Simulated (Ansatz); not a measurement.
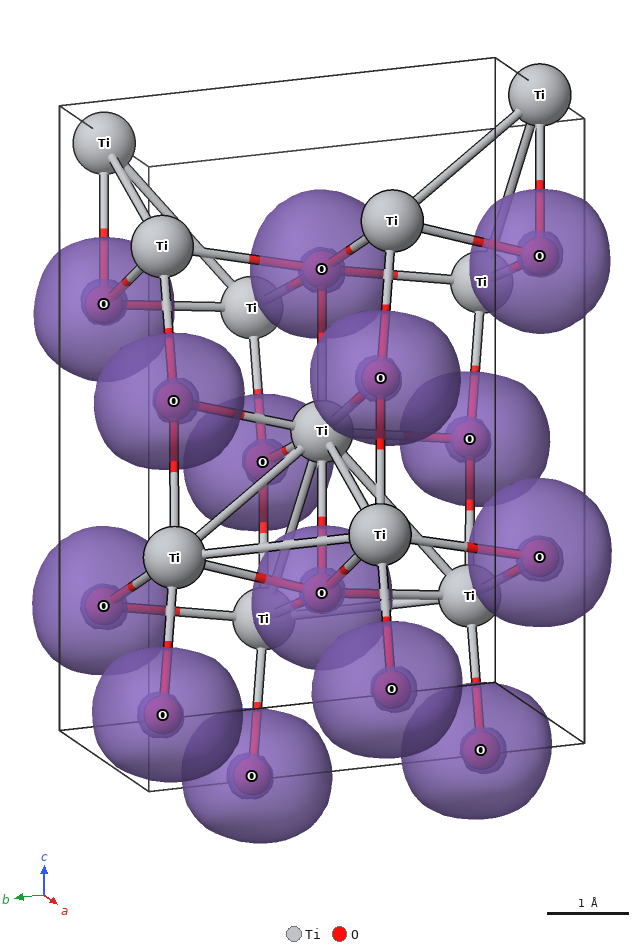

*Ti3O4. Isosurface of the electron localisation function at 0.6 (purple), seen at an oblique angle. Only the valence region is drawn (cores and ρ < 0.01 e/Å³ removed). Sticks mark near contacts.*

Space group Amm2; a structure from a database of computed crystals, not necessarily the ambient phase; not relaxed (largest force 0.3 eV/Å); computed without spin polarisation.

The calculation used Ansatz 0.2.0, DFT PBEsol, scalar-relativistic, plane waves, PAW.

Input

```
crystal:
  lattice:
    - [2.9128162305, -4.0303540204, 0.0]
    - [2.9128162305, 4.0303540204, 0.0]
    - [0.0, 0.0, 2.9690273776]
  atoms:
    - { symbol: Ti, position: [-0.0110579039, 0.0110579039, 0.5] }
    - { symbol: Ti, position: [0.5206262911, 0.0074066942, 0.0] }
    - { symbol: Ti, position: [-0.0074066942, 0.4793737089, 0.0] }
    - { symbol: O, position: [0.7697445275, 0.7558220941, 0.0] }
    - { symbol: O, position: [0.2486815815, 0.7513184185, 0.5] }
    - { symbol: O, position: [0.2441779059, 0.2302554725, 0.0] }
    - { symbol: O, position: [0.7309284711, 0.2690715289, 0.5] }
basis:
  ecutwfc: 420
kpoints:
  mp_grid: { grid: [8, 8, 14] }
hamiltonian:
  xc: pbesol
scf:
  occupations: { method: gaussian, width: 0.15 }
output:
  forces: true
  stress: true
  eigenvalues: true
  write_density: true
  write_potential: true
  elf: true
  volumetric_format: npy
```

Run with:

```sh
ansatz run input.yaml --threads 2 --pin off --max-ram 5120MiB --backend cpu --events-out ev --progress --plain --runs-dir out
```

Below, planes, directions and counts refer to the conventional cell (a = 2.97 Å, b = 5.83 Å, c = 8.06 Å, α = 90.00°, β = 90.00°, γ = 90.00°).

Describe the localisation domains.

Answer. The surface consists of eight regions wrapped around O (the valence shell of each), counted in one cell of 14 atoms. Any copies at cell faces, edges or corners count once. Along the contacts the grid gives the following. Ti–O (2.02 Å): the ELF peaks at about 0.80 in the valence shell of O, 0.6 Å from its nucleus, and is about 0.15 at the midpoint; no localised pair shows between them. Ti–Ti (2.75 Å): the ELF is about 0.20 at the midpoint (no shared electron pair shows on this line).
